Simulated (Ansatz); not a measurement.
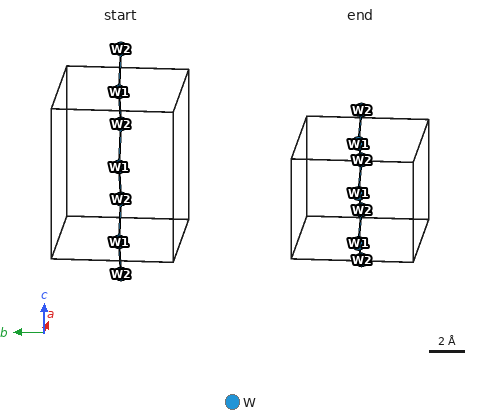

The structure of a wire of composition W before (left) and after (right) a relaxation, at one scale.

The picture is a ball-and-stick view of the 2 repeat of the cell, with the vacuum cut short, seen from a free direction.

Case: zigzag chain of atoms.

These are results of DFT PBE, scalar-relativistic, plane waves, PAW in Ansatz, not measurements.

The input:
```yaml
crystal:
  lattice:
    - [10.1, 0.0, 0.0]
    - [0.0, 9.3, 0.0]
    - [0.0, 0.0, 4.4664045373]
  atoms:
    - { symbol: W, position: [0.4447227161, 0.5, 0.0], spin: 1.5 }
    - { symbol: W, position: [0.5552772839, 0.5, 0.5], spin: 1.5 }
basis:
  ecutwfc: 420
kpoints:
  mp_grid: { grid: [1, 1, 15] }
hamiltonian:
  xc: pbe
scf:
  occupations: { method: gaussian, width: 0.05 }
output:
  forces: true
  stress: true
  eigenvalues: true
  populations: true
  write_density: true
  write_potential: true
  elf: true
  volumetric_format: npy
magnetization:
  spin_polarized: true
relax:
  adjacent_minimum: "off"
  f_tol: 0.01
  max_steps: 45
  cell: { fix: [a, b, alpha, beta, gamma], stress_tol: 0.03 }
```

Command:
```bash
ansatz run input.yaml --threads 2 --pin off --max-ram 5120MiB --backend cpu --events-out ev --progress --plain --runs-dir out
```

Question: What changed between the two?

Answer: The largest moves relative to the layer's centre, 0.32 Å, are those of W1 and W2. Along the periodic axis the drawn cell goes c 8.933 → 5.950 Å (−33.4 %). Near-neighbour distances that change, for instance: W1–W1 4.466 → 2.975 Å, W1–W2 2.497 → 2.297 Å. Among the angles between lasting bonds that change: W2–W1–W2 126.9° → 80.7°. Over 10 accepted moves (11 points after the start) the energy falls by 3.456 eV per cell of the calculation. The largest force component goes from 0.43 to 0.0091 eV/Å. At 1 point the geometry stayed and the basis and grid were re-selected for the new cell (energy shift of 1.4 meV per cell of the calculation at most each time). The program noted that the starting moments weren't kept. Cost: 5.1 min on 2 threads of Intel(R) Xeon(R) Processor @ 2.50GHz (Skylake/Cascade Lake), on a shared host, peak memory 0.66 GiB.

Limits of the set-up: the k-point mesh is coarse for a cell with partly filled bands.
